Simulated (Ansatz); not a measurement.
## Ir: single-point calculation

The run: single-point calculation of Ir (2 atoms in the cell). Method and program: DFT r2SCAN, scalar-relativistic, plane waves, PAW, no spin polarisation (Ansatz 0.2.0).

The structure derives from a Materials Project entry. Figures and captions count atoms from 1; the log counts them from 0 in places.

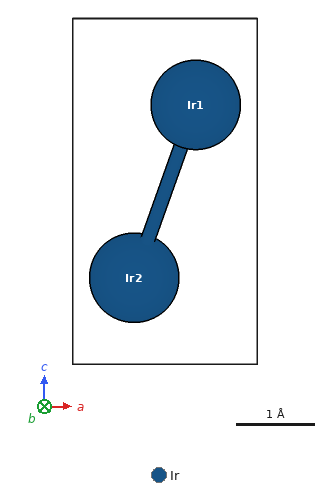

The structure (ball-and-stick view of the cell of the calculation, along the b axis; atoms are numbered from 1 in the order of the input). An atom can appear more than once, as a periodic image. Near neighbours in the periodic cell (some may lie outside the picture): Ir has 12 Ir at 2.74 to 2.75 Å.

### Summary

| quantity | value |
| --- | --- |
| outcome | converged |
| space group (tolerance 0.01 Å) | P6₃/mmc (194) |
| electrons treated | 34 |
| free energy | −23897.2303 eV |
| Fermi energy | 24.443 eV |
| gap on the k-point mesh | none (metallic) |
| pressure | −8.93 GPa |
| largest force (length of the vector) | under 0.001 eV/Å |
| hardware | 1 thread of AMD EPYC (Zen 5), 16 GiB of memory available, shared host |
| wall time | 0.72 s |
| peak memory | 0.4 GiB |

### Remarks

Spin–orbit coupling is left out, which matters for Ir.

### Input file
```yaml
crystal:
  lattice:
    - [2.7513778946, 0.0, 0.0]
    - [-1.3756889473, 2.3827631521, 0.0]
    - [0.0, 0.0, 4.46229]
  atoms:
    - { symbol: Ir, position: [0.66666667, 0.33333333, 0.75] }
    - { symbol: Ir, position: [0.33333333, 0.66666667, 0.25] }
basis:
  ecutwfc: 500
kpoints:
  mp_grid: { grid: [6, 6, 4] }
hamiltonian:
  xc: r2scan
scf:
  occupations: { method: gaussian, width: 0.1 }
output:
  forces: true
  stress: true
  eigenvalues: true
```

Launch command:
```bash
ansatz run input.yaml --threads 1 --pin off --max-ram 2560MiB --backend cpu --events-out ev --progress --plain --runs-dir out
```

### Output
```
Engine: ansatz 0.2.0, x86_64-unknown-linux-gnu
Pseudopotentials: kind: paw
Pseudopotential: Ir, paw, valence charge 17, recommended cutoff 500 eV (meta_gga), Ir.paw.azcp
Functional definition: r2SCAN
  parameter k0 = 0.174
  parameter k1 = 0.065
  parameter a1 = 4.9479
  exchange = r2scan_x(k0 = k0, k1 = k1, a1 = a1)
  correlation = r2scan_c
Crystal: 2 atoms, lattice volume = 29.254 Å³
Basis set: ecut = 500 eV, 713 PW (Γ), exchange–correlation on 96×96×144 points (64 copies of the dense FFT grid, shifted against one another)
Bands: 21, of which v1, the nominal top of the filled ones, is band 17 counted from 1 (16 counted from 0)
Symmetry: 24 space group operations
Space group: P63/mmc (ITA 194), of the structure as read, at distance tolerance 3.1e-5 Å
k-points: 21 of 144
Non-local potential: Ir, projectors of the file, l = 0: 3, l = 1: 2, l = 2: 2, l = 3: 1
PAW form: soft (Blöchl's): semilocal exchange-correlation on the pseudo side does not see the compensation charge
PAW frozen core: Ir, regenerated for the run's functional (the file was generated under x = pbe(κ = 0.804, μ = 0.2195149727645171), c = pbe(β = 0.06672455060314922))
PAW one-centre angular grid: Ir, 590 points (default); XC on 160 Gauss nodes
Initial density: superposition of atomic densities (neutral atoms: chi_scale 0, normalization atom), corrected by the library's trained network
Initial wavefunctions: pseudopotential atomic-orbital guess
Functional: x = r2scan, c = r2scan; τ floored in thin density (d = 2e-4 eV/Å³)
SCF iter   1: F=—  HF=-23897.174531 eV  |F-HF|=—  |Δ(HF+E_count)|=         —  Δρ=1.35e-2  dr2=1.54e-2  dr2_τ=5.15e-2  ethr=1.77e-3  ⟨swp⟩=5.1  Hψ=1779  notcnv=0
preconditioner: auto → none  [insulator: Δε(μ)=0.155 eV  Ē_g=8.136 eV  σ=0.100 eV  W_gap=0.59  n_scr=8 (ndim 8)  ℏωp=29.1 eV  f_vac=0.000  D(μ)=1.85/eV (n_scr^D=22)  ε∞_Penn≈13.8]
SCF iter   2: F=—  HF=-23897.225805 eV  |F-HF|=—  |Δ(HF+E_count)|=   5.13e-2  Δρ=6.60e-3  dr2=2.87e-3  dr2_τ=6.08e-4  ethr=4.54e-5  ⟨swp⟩=2.0  Hψ=870  notcnv=0  defer=3
SCF iter   3: F=—  HF=-23897.229971 eV  |F-HF|=—  |Δ(HF+E_count)|=   4.17e-3  Δρ=1.05e-3  dr2=7.47e-5  dr2_τ=2.61e-5  ethr=8.44e-6  ⟨swp⟩=2.0  Hψ=627  notcnv=0  defer=3
SCF iter   4: F=—  HF=-23897.230299 eV  |F-HF|=—  |Δ(HF+E_count)|=   3.28e-4  Δρ=2.36e-4  dr2=6.55e-6  dr2_τ=9.58e-7  ethr=2.20e-7  ⟨swp⟩=2.3  Hψ=758  notcnv=0  defer=3
SCF iter   5: F=—  HF=-23897.230333 eV  |F-HF|=—  |Δ(HF+E_count)|=   3.47e-5  Δρ=9.13e-5  dr2=2.29e-6  dr2_τ=4.80e-7  ethr=1.93e-8  ⟨swp⟩=2.1  Hψ=761  notcnv=0  defer=3
SCF iter   6: F=-23897.230335 eV  HF=-23897.230334 eV  |F-HF|=1.30e-7  |Δ(HF+E_count)|=   9.59e-7  Δρ=1.81e-5  dr2=4.79e-8  dr2_τ=4.02e-9  ethr=2.94e-10  ⟨swp⟩=4.3  Hψ=2034  notcnv=0
SCF 1 converged in 6 iterations: F = -23897.230335 eV  dr2 = 4.79e-8
  greatest PAW one-centre occupation: 1.000 electrons in one spin orbital (limit 2), on the Ir atom at site 1 (counted from 0), in its partial waves of l = 0
SCF converged after 6 iterations
Free energy (F): -23897.230335 eV
Harris-Foulkes:  -23897.230334 eV  (|F-HF|=1.30e-7)
Internal energy: -23897.220974 eV  (E = F + TS)
E sigma→0 (E₀):  -23897.225654 eV
Entropy (-TS):   -0.009360 eV (-4.680 meV/atom)
Fermi energy:    24.443126 eV
--- Per-component energies (eV) ---
  E_band       = -231.849830
  E_kinetic    = 1244.651490
  E_local      = -2209.853230  (includes V_loc(G=0)·N_el)
  E_nonlocal   = 147.679373
  E_hartree    = 844.523697
  E_xc         = -509.888720
  E_vxc        = -665.697481  (∫ρ·V_xc dr)
  E_paw        = -18499.174802  (= ΣΔE_a)
  E_vpaw       = -479.065929  (= ΣTr[D̂ρ^β])
  E_aug_tail   = -0.000017  (compensation charges beyond the density's cutoff)
  E_vtau       = 41.388117  (kinetic-family band-sum trace: ∫τ·v_τ [+ j·A + Jᵃ·Aᵃ] dr)
  E_ewald      = -4914.524980
  E_core_change = -0.633787  (= ΣΔE_core)
  E_smearing   = -0.009360  (= −TS)
  E_closure    = 0.000000  (closes the sum)
  Σ components = -23897.230335   (vs F -23897.230335, Δ=0.00e0)
--- Forces (eV/Å), atoms counted from 1 ---
  atom   1  Ir     0.00000000    -0.00000000     0.00000000
  atom   2  Ir     0.00000000     0.00000000     0.00000000
  max |Σ_I F_I| component: 2.78e-17 eV/Å
--- Stress (GPa, compression-positive) ---
       -6.661143       0.000000       0.000000
        0.000000      -6.661143       0.000000
        0.000000       0.000000     -13.477133
  P = ⅓ Tr σ = -8.9331 GPa (-89.331 kbar)
--- Band table (eV; the first three rows and the last of 21) ---
  k-point 0: bands = ["-70.3149", "-70.2483", "-26.9890", "-26.2706", "-26.2706", "-26.2215", "-26.1589", "-26.1589", "13.3581", "16.4836", "20.7098", "20.8557", "20.8557", "21.4964", "21.4964", "22.2459", "22.2459", "23.9274", "24.8978", "24.8978", "31.7987"]
  k-point 1: bands = ["-70.3052", "-70.2581", "-26.8805", "-26.3379", "-26.2543", "-26.2543", "-26.1754", "-26.1754", "14.0519", "16.4704", "20.4221", "20.6536", "20.6536", "21.1816", "21.1816", "21.9294", "22.9740", "22.9740", "24.8171", "24.8171", "34.8782"]
  k-point 2: bands = ["-70.2817", "-70.2817", "-26.6130", "-26.6130", "-26.2149", "-26.2149", "-26.2149", "-26.2149", "15.6482", "15.6482", "20.2322", "20.2322", "20.7220", "20.7220", "20.7220", "20.7220", "24.1515", "24.1515", "24.1515", "24.1515", "38.5069"]
  k-point 20: bands = ["-70.2351", "-70.2351", "-26.7910", "-26.7910", "-26.6080", "-26.6080", "-26.3410", "-26.3410", "18.3320", "18.3320", "19.2594", "19.2594", "20.5123", "20.5123", "22.2552", "22.2552", "24.9313", "24.9313", "31.9063", "31.9063", "32.6282"]
```

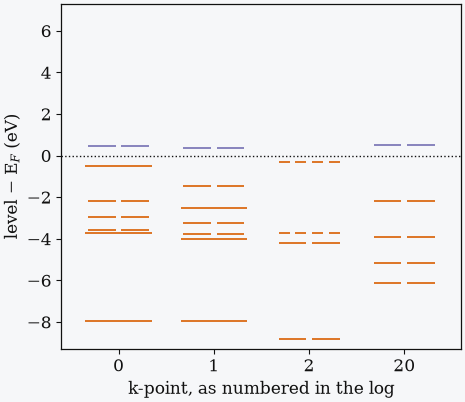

Kohn–Sham levels near the Fermi level (dotted) at the few k-points that the log prints; levels within 0.02 eV of each other stand side by side. The system is metallic on the full mesh.
